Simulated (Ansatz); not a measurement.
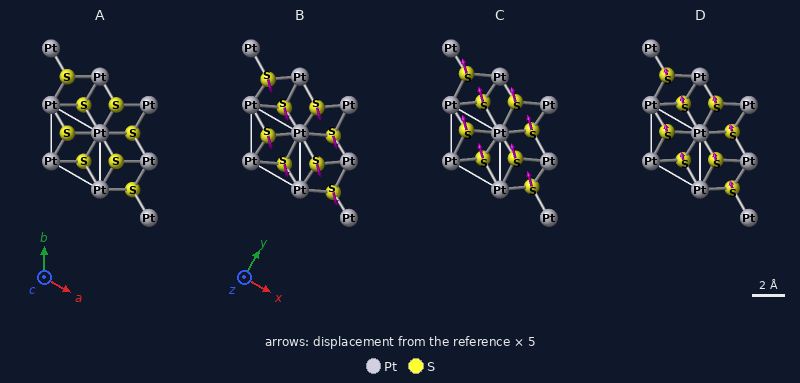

Energy scan for crystalline PtS2 (P-3m1), in which the whole S sublattice is shifted rigidly, along Cartesian [1 -1 0], all else fixed. A ball-and-stick model of the cell of the calculation, repeated 2 × 2 × 1 with one cell outlined, seen along the c axis. Purple arrows: displacements from the reference.

All numbers below come from DFT PBE, scalar-relativistic, plane waves, PAW (Ansatz 0.2.0). (plane-wave cutoff 420 eV; k-point mesh 12 × 12 × 8; occupations gaussian; smearing width 0.05 eV; no spin polarisation). Energies (free energies at the smearing named) are counted from the cell as listed in its source, which wasn't relaxed.

> Rank the frames from lowest to highest energy.

Lowest first: A (the displacement 0.00 Å, 0 meV/cell), D (the displacement −0.10 Å, 81 meV/cell), B (the displacement 0.175 Å, 249 meV/cell), C (the displacement −0.20 Å, 326 meV/cell). Over the whole scan: of the computed points the lowest is at the displacement 0.00 Å, 0 meV/cell. The end points stand at 326 meV/cell (−0.20 Å) and 326 meV/cell (0.20 Å). The curvature at zero is about 16 eV/Å² per cell. The well is symmetric. At the highest point the shortest interatomic distance is 2.24 Å, against 2.40 Å in the reference. The distortion takes the space group from P-3m1 to P1.

Limits of the set-up: layers or molecules are held without a dispersion correction, so their spacing is unreliable.
